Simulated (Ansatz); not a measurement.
Take the following structure.

```yaml
crystal:
  lattice:
    - [5.56094, 0.02668, 0.02879]
    - [0.02668, 5.55404, -0.07794]
    - [0.02879, -0.07794, 5.63249]
  atoms:
    - { symbol: Cl, position: [0.47233, 0.03884, 0.00674] }
    - { symbol: Cl, position: [0.98314, 0.02401, 0.47719] }
    - { symbol: Cl, position: [0.96273, 0.50956, 0.00677] }
    - { symbol: Cs, position: [0.50000, 0.50000, 0.50000] }
    - { symbol: Pb, position: [0.97033, 0.99940, 0.00108] }
```

**Interpret the file: composition, symmetry and coordination.**

Its composition is CsPbCl₃. The atoms as placed leave only P1. It is a distorted form of a primitive cubic structure, space group Pm-3m (No. 221) within 0.60 Å: cubic perovskite. There are 5 atoms in the cell: 1 Cs, 1 Pb, 3 Cl. The polyhedra are PbCl6 octahedra; they share corners. The neighbours of Cl are four Cs and two Pb in a distorted octahedral arrangement (3.73 to 4.14 Å to Cs, 2.68 to 2.96 Å to Pb). Each Cs is bonded to twelve Cl at 3.73 to 4.14 Å. Around each Pb lie six Cl in a distorted octahedral arrangement at 2.68 to 2.96 Å. The bonds build a three-dimensional framework.

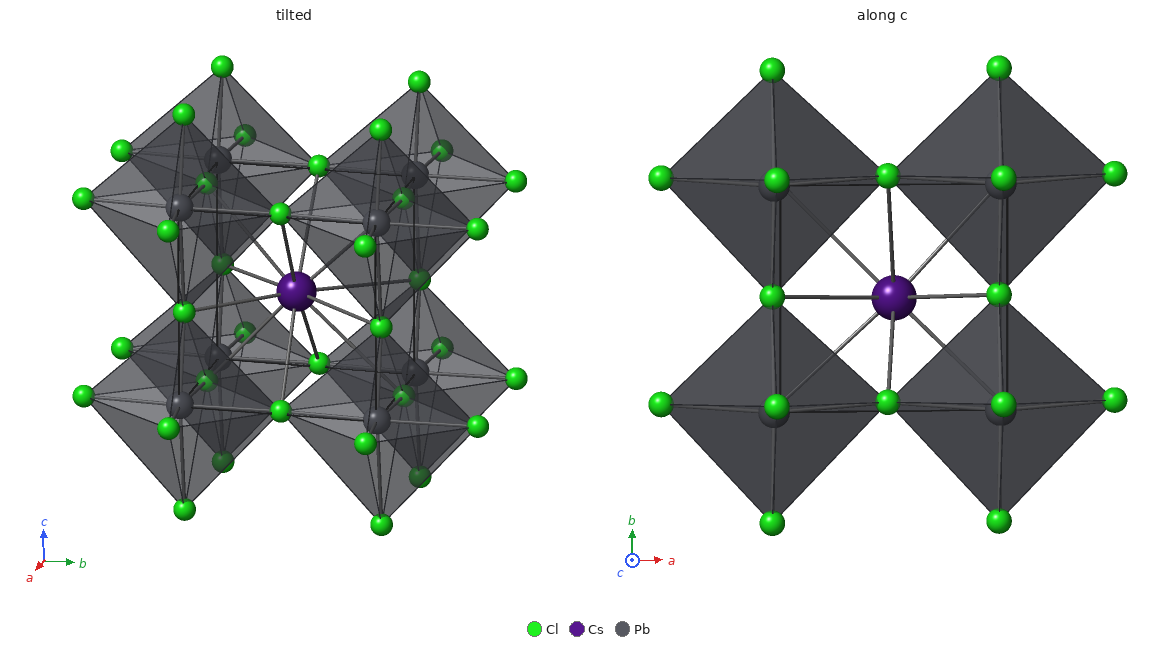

Crystal structure, polyhedral style, seen slightly off an axis and along the c axis. The frame is the unit cell; atoms at its boundary are shown with their periodic copies. Some neighbours outside the box are added. Colours: caesium purple, lead dark grey, chlorine green.

The model is a known structure type with the cell strained and the atoms shaken on purpose; its atoms and cell weren't optimised. It went into a calculation with Ansatz.
